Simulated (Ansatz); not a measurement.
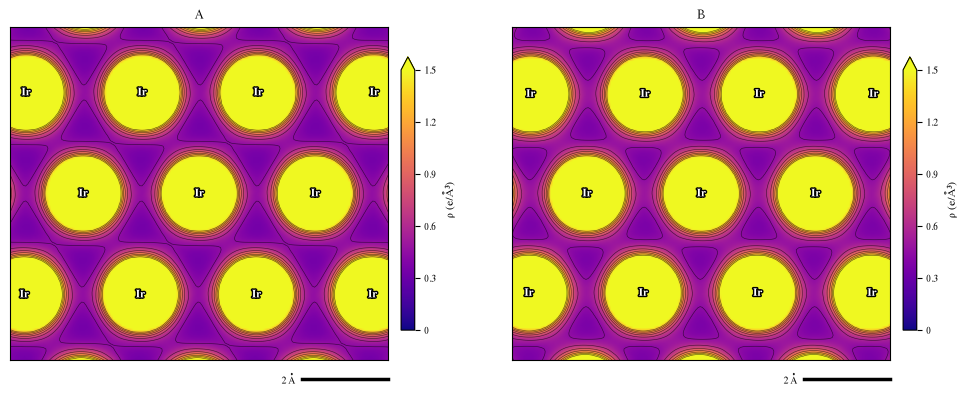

Ir. The valence electron density of two cells that differ in size, on the (100) plane of each (indices in the axes of the calculation cell), at one length scale and on one colour scale: A has 13.9 Å³ an atom and B 13.3.

Space group I4/mmm; computed without spin polarisation.

All numbers below come from Ansatz 0.2.0, DFT PBEsol, scalar-relativistic, plane waves, PAW.

Core electrons are frozen (PAW), and the valence fields are smoothed inside the atomic spheres.

What does the compression do to the bonding and the properties?

Answer. From the larger cell to the smaller, Ir–Ir goes from 2.69 to 2.65 Å, and the density at its midpoint from 0.47 to 0.5 e/Å³; the pressure goes from 3.3 to 24 GPa.
